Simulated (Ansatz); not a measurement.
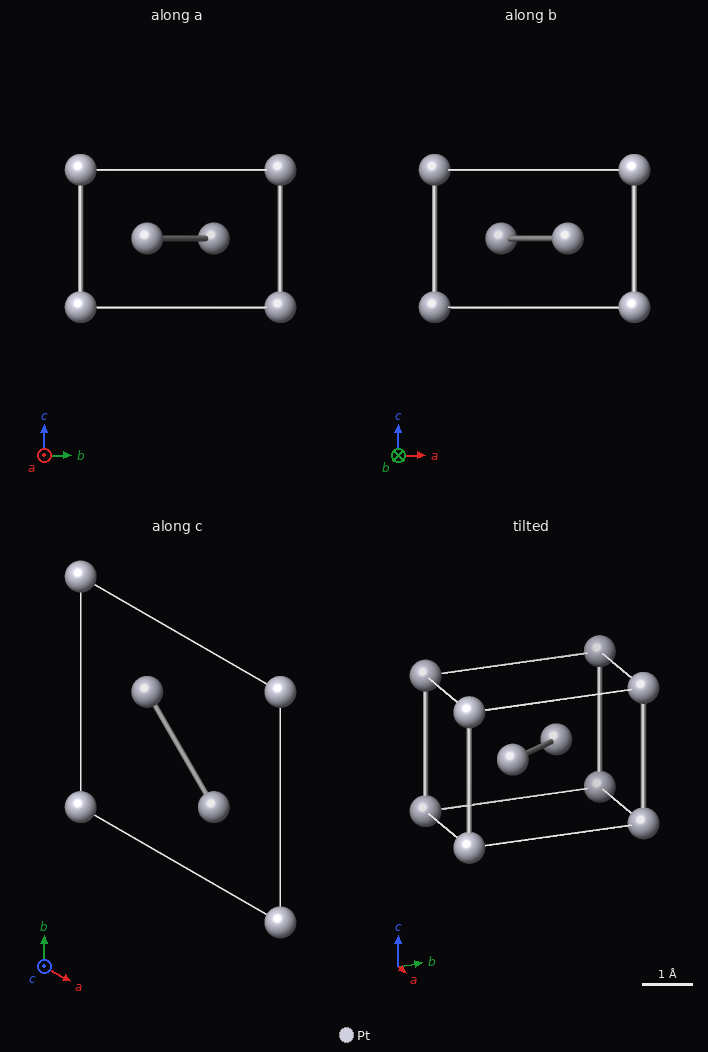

Drawn in the ball-and-stick manner and seen along the a axis, along the b axis, along the c axis and slightly off an axis. The parallelepiped is the conventional unit cell.

Lattice parameters: a = 4.618 Å, b = 4.618 Å, c = 2.751 Å, α = 90.00°, β = 90.00°, γ = 120.00°.

> Give the structure in the form of a table of Wyckoff sites.

Space group P6/mmm (No. 191).
```csv
atom,site,x,y,z
Pt,1a,0.0000,0.0000,0.0000
Pt,2d,0.3333,0.6667,0.5000
```

The model was built from a structure type filled with this element by a generator (whether the element takes this form wasn't checked). Earlier steps of the study may have refined or changed the cell and positions. Ansatz was used for an electronic-structure calculation on it.

At this level of theory the cell isn't at rest (stretched, at -16 GPa), so its distances can differ from those at equilibrium, the more so the softer the solid.
